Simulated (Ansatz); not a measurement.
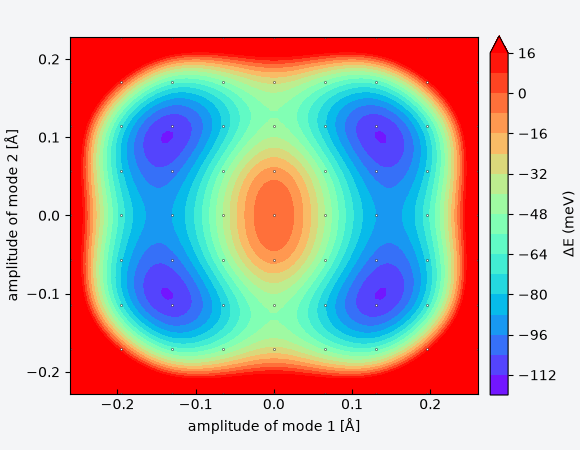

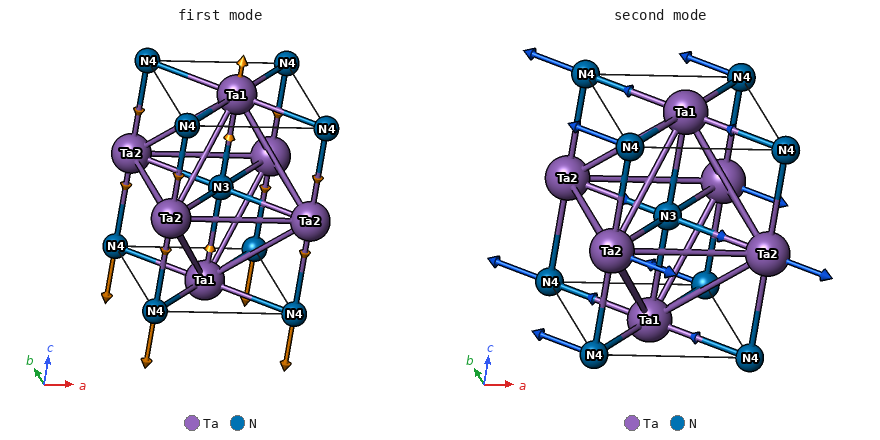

Energy landscape of TaN (Fm-3m, No. 225; 4 atoms in the cell). 
- The energy is mapped over two normal modes frozen in (zone-centre modes of the 4-atom cell of this scan, which folds in the wave vector (0, 1/2, 1/2) of the primitive cell).
- The first coordinate is: amplitude of mode 1 (273i cm⁻¹), largest displacement; the second: amplitude of mode 2 (76i cm⁻¹), largest displacement.
- Nothing is relaxed (the cell and all other modes fixed).
- The grid has 9 × 9 points; 25 points were computed and 56 follow by symmetry.
- Points are written as (first, second).
- All energies are given in meV per cell relative to the relaxed high-symmetry cell.
- All numbers below come from DFT PBEsol, scalar-relativistic, plane waves, PAW (Ansatz). Settings: cutoff 520 eV, k-mesh 14×14×10 in the order of the run's cell vectors, gaussian smearing 0.15 eV, no spin polarisation.

The picture shows filled contours, dots at the grid points, one colour for all values above the top of the scale. Between grid points the surface is interpolated. The second picture is the reference structure; its two panels give the patterns of the first and the second mode as arrows.

### Summarise what can be read from the map.

The lowest grid point is at (−0.131 Å, −0.114 Å), −111 meV from the relaxed high-symmetry cell; the map holds 4 wells of about this depth. The reference structure, at (0.000 Å, 0.000 Å), is a maximum of this map. No other kind of well shows on this grid. Relaxing all atoms from the lowest point lowers the energy by a further 60 meV. The highest grid point, (−0.261 Å, −0.228 Å), lies 535 meV above the lowest. On the interpolated surface the easiest way out of the lowest well to a well of about the same depth near (−0.131 Å, 0.114 Å) passes a barrier of about 22 meV, counted from the interpolated bottom of the well. The reference (Fm-3m) is not the lowest structure on this map: a distortion lowers the energy (space group C2/m at the lowest grid point).

The whole map (25 points run) took 13 min on 2 threads of Intel(R) Xeon(R) Processor @ 2.50GHz (Skylake/Cascade Lake), on a shared host.

PAW datasets: the set soft_1.
